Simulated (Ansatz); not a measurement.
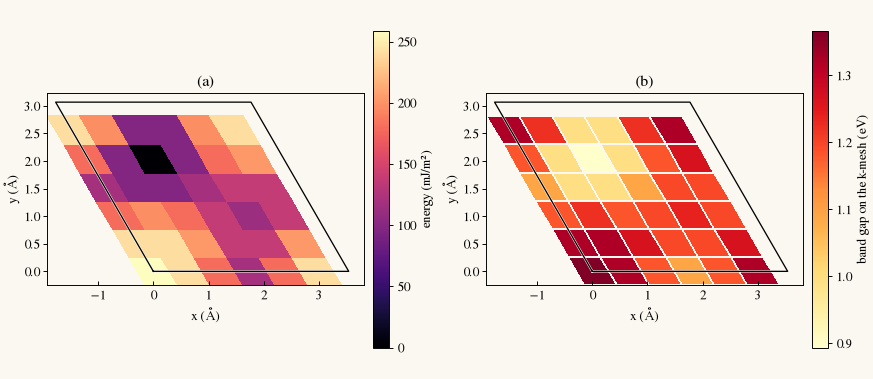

A bilayer of two PtS₂ sheets (1T type) (6 atoms in the cell). The upper layer of a bilayer is slid over the lower one; relaxed at each slide: the heights of all atoms; the origin of the map has S4 above S3. Places are given modulo a cell vector. The map is drawn in real space over the plane of the slide. The scan uses a 6 × 6 grid; 10 points were computed and 26 follow by symmetry. Energies are in mJ/m², from the lowest grid point. Method: Ansatz, DFT PBE+D3(BJ), scalar-relativistic, plane waves, PAW. Settings: cutoff 420 eV, k-mesh 9×9×1, gaussian smearing 0.05 eV, no spin polarisation.

Panel (a) is the energy and panel (b) the computed band gap on the k-mesh on the same grid.

The picture shows one coloured cell a grid point, the outline of one cell of the plane.

How does the band gap on the k-mesh vary over the map, and what is it at the lowest grid point?

It runs from 0.89 eV at (2/6, 4/6) of the cell vectors to 1.37 eV at (0/6, 0/6) of the cell vectors. At the lowest grid point, (2/6, 4/6) of the cell vectors, it is 0.89 eV.

PAW datasets: the set soft_1.
